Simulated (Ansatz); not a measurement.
System: Cu6N (slab).

Input file:

```
crystal:
  lattice:
    - [5.0393684011, 0.0, 0.0]
    - [-2.5196842005, 4.3642210544, 0.0]
    - [0.0, 0.0, 22.8221943999]
  atoms:
    - { symbol: Cu, position: [0.3333333333, 0.1666666667, 0.1752679839] }
    - { symbol: Cu, position: [0.3333333333, 0.6666666667, 0.1752679839] }
    - { symbol: Cu, position: [0.8333333333, 0.1666666667, 0.1752679839] }
    - { symbol: Cu, position: [0.8333333333, 0.6666666667, 0.1752679839] }
    - { symbol: Cu, position: [0.1666666667, 0.3333333333, 0.2655783499] }
    - { symbol: Cu, position: [0.1666666667, 0.8333333333, 0.2655783499] }
    - { symbol: Cu, position: [0.6666666667, 0.3333333333, 0.2655783499] }
    - { symbol: Cu, position: [0.6666666667, 0.8333333333, 0.2655783499] }
    - { symbol: Cu, position: [0.0, 0.0, 0.3558901593] }
    - { symbol: Cu, position: [0.0, 0.5, 0.3558901593] }
    - { symbol: Cu, position: [0.5, 0.0, 0.3558901593] }
    - { symbol: Cu, position: [0.5, 0.5, 0.3558901593] }
    - { symbol: "N", position: [0.25, 0.1666666667, 0.5136313448] }
    - { symbol: "N", position: [0.25, 0.1666666667, 0.5618300403] }
basis:
  ecutwfc: 420
kpoints:
  mp_grid: { grid: [6, 6, 1] }
hamiltonian:
  xc: pbe
  dispersion: d3bj
scf:
  occupations: { method: gaussian, width: 0.1 }
output:
  forces: true
  eigenvalues: true
  write_density: true
  write_potential: true
  elf: true
  volumetric_format: npy
efield:
  axis: 3
  dipole_correction: true
  ramp_width: 0.04
```

Run with:

```sh
ansatz run input.yaml --threads 4 --pin off --max-ram 12288MiB --backend cpu --events-out ev --progress --plain --runs-dir out
```

A point of a scan over the structure, not its minimum; not relaxed (largest force 0.4 eV/Å); computed without spin polarisation.

Method: DFT PBE+D3(BJ), scalar-relativistic, plane waves, PAW (Ansatz).

### What can the converged valence pseudo-density and electron localisation function tell about the bonding?

N–N (1.10 Å): ρ at the midpoint is about 4.6 e/Å³; the ELF peaks at about 0.85 between the atoms.
Cu–Cu (2.52 Å): ρ at the midpoint is about 0.32 e/Å³; the ELF is about 0.25 at the midpoint (no shared electron pair shows on this line).

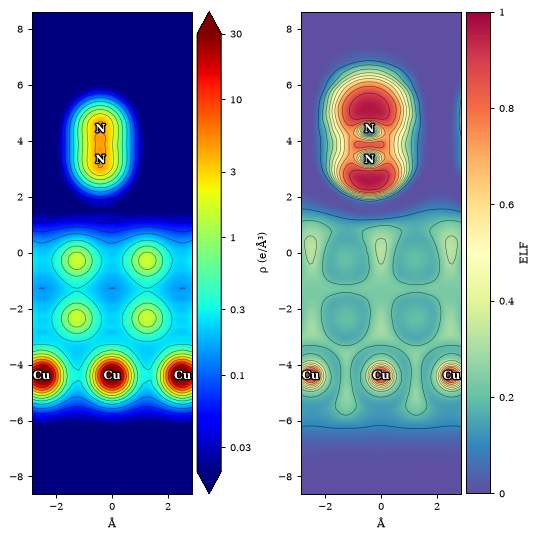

Computed valence pseudo-density and electron localisation function on the (010) plane of the calculation cell, a cut from vacuum to vacuum, in this order. Atoms just off the plane (Cu, 0.7 Å away) can leave unmarked features too.

In a PAW calculation such maps are meaningful between the atoms, not at the nuclei.
